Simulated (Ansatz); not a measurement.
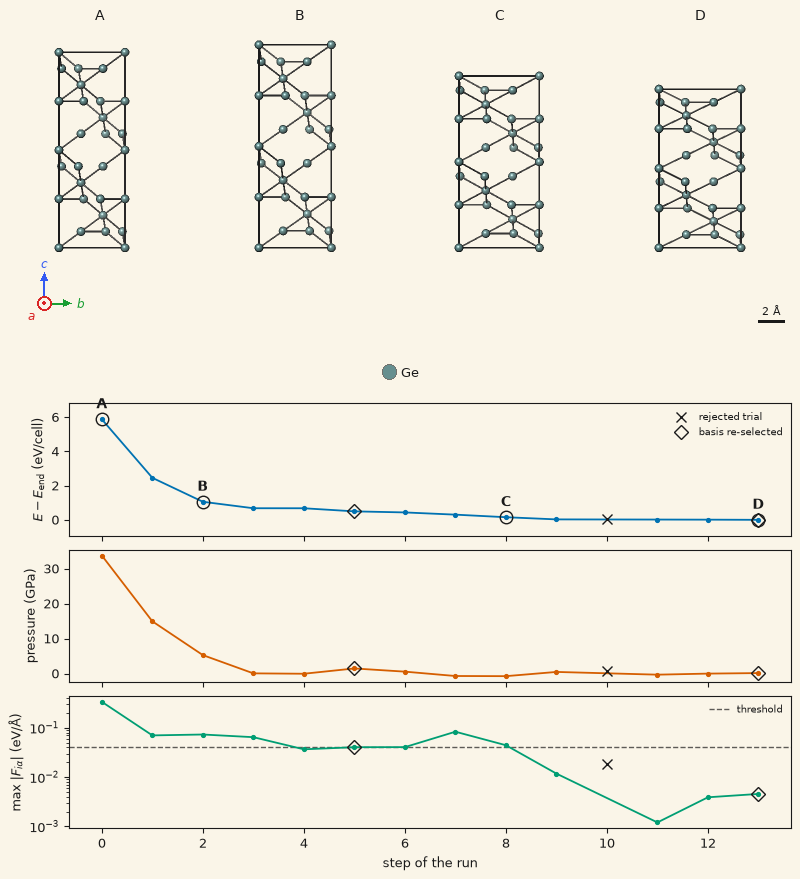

Frames of a relaxation of solid Ge (a generated structure, set up in R-3c) (coarse preliminary run), marked on the history of the run. A ball-and-stick model of the conventional cell (3 times the calculation's cell), seen along the a axis. Lengths and directions refer to the drawn axes.

The calculation used Ansatz, DFT PBE, scalar-relativistic, plane waves, PAW. Set-up: plane-wave cutoff 420 eV; k-point mesh 3 × 3 × 3; occupations gaussian; smearing width 0.1 eV; no spin polarisation; cell and atoms relaxed; force threshold 0.04 eV/Å; at most 70 steps.

What happens along the run?

Answer. Over 10 accepted moves (13 points after the start) the energy falls by 5.871 eV per cell of the calculation. Largest force component: 0.34 eV/Å at the start, 0.0046 eV/Å at the end. The pressure goes from 33.74 to 0.13 GPa. The line search rejected the trial step at point 10 of the run. At 2 points the geometry stayed and the basis and grid were re-selected for the new cell (energy shift of 0.181 eV per cell of the calculation at most each time). The largest moves relative to the cell, 0.20 Å, are those of Ge atoms. The volume changes by +25.4 %, with a = b 6.090 → 7.568 Å (+24.3 %), c 15.625 → 12.683 Å (−18.8 %). Some distances before and after: Ge–Ge 2.321 → 2.691 Å, Ge–Ge 2.270 → 2.621 Å. Among the angles between lasting bonds that change: Ge–Ge–Ge 91.6° → 105.6°, Ge–Ge–Ge 88.4° → 74.4°, Ge–Ge–Ge 141.0° → 128.8°. The space group stays R-3c (No. 167). The run took 3.5 min on 1 thread of Intel(R) Xeon(R) Processor @ 2.50GHz (Skylake/Cascade Lake), on a shared host, peak memory 0.51 GiB. From step 0 to 2: Ge atoms move most (0.05 Å), volume +24.9 %, energy −4.817 eV per cell of the calculation. From step 2 to 8: Ge atoms move most (0.14 Å), volume +4.5 %, energy −0.901 eV per cell of the calculation. From step 8 to 13: volume −4.0 %, energy −0.153 eV per cell of the calculation.
